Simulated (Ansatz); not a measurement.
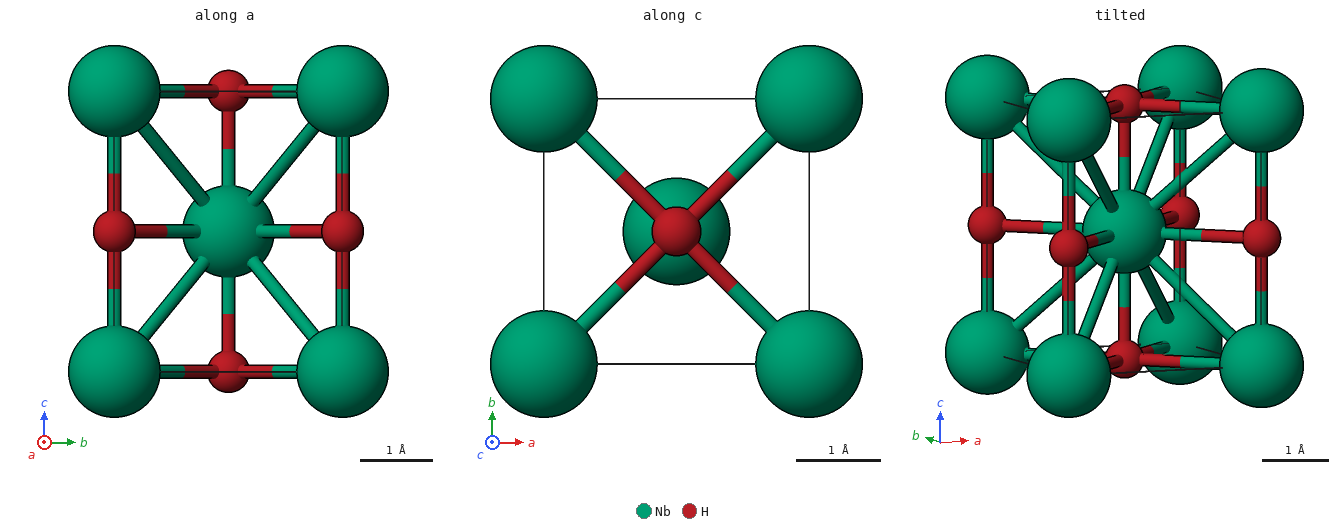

A ball-and-stick rendering, viewed along the a axis, along the c axis and slightly off an axis. The conventional unit cell is outlined; an atom on or near a face, edge or corner is repeated at each equivalent position. Cell: a = 3.178 Å, b = 3.178 Å, c = 3.903 Å, α = 90.00°, β = 90.00°, γ = 90.00°.

Give a description of the structure.

- The solid is NbH.
- It is body-centred tetragonal, space group I4/mmm (No. 139).
- Content of the cell: 2 Nb, 2 H (Z = 2).
- Neighbours within bonding distance: Nb 14 and H 6. Not all metal-metal contacts are counted.

Provenance: a structure listed in the Materials Project. Earlier steps of the study may have refined or changed the cell and positions. It was run through Ansatz as a DFT input.
